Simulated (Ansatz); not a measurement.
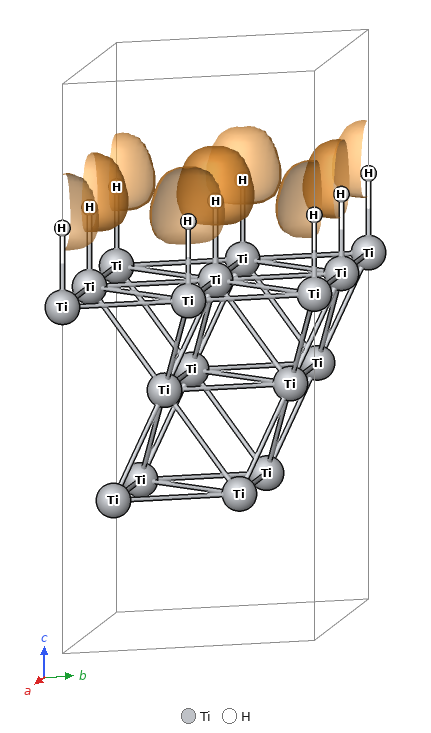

Figure 1: Ti3H (slab). Isosurface of the ELF at 0.9 (orange), seen slightly off an axis. Core shells and regions of very low density are left out. Sticks mark near contacts.

Not relaxed (largest force 0.9 eV/Å); computed without spin polarisation; PAW files of the earlier set (soft_1).

Level of theory: DFT PBE, scalar-relativistic, plane waves, PAW in Ansatz 0.2.0.

In a PAW calculation such maps are meaningful between the atoms, not at the nuclei.

### What do the ELF domains correspond to?

The surface consists of one region around a hydrogen nucleus, counted in one cell of 4 atoms. Counts are for one cell; the picture repeats the cell along the surface.

Values along the shortest contacts:
Ti–H (1.76 Å): the ELF climbs to about 1 towards the hydrogen. Ti–Ti (2.80 Å): the ELF is about 0.20 at the midpoint (no shared electron pair shows on this line).
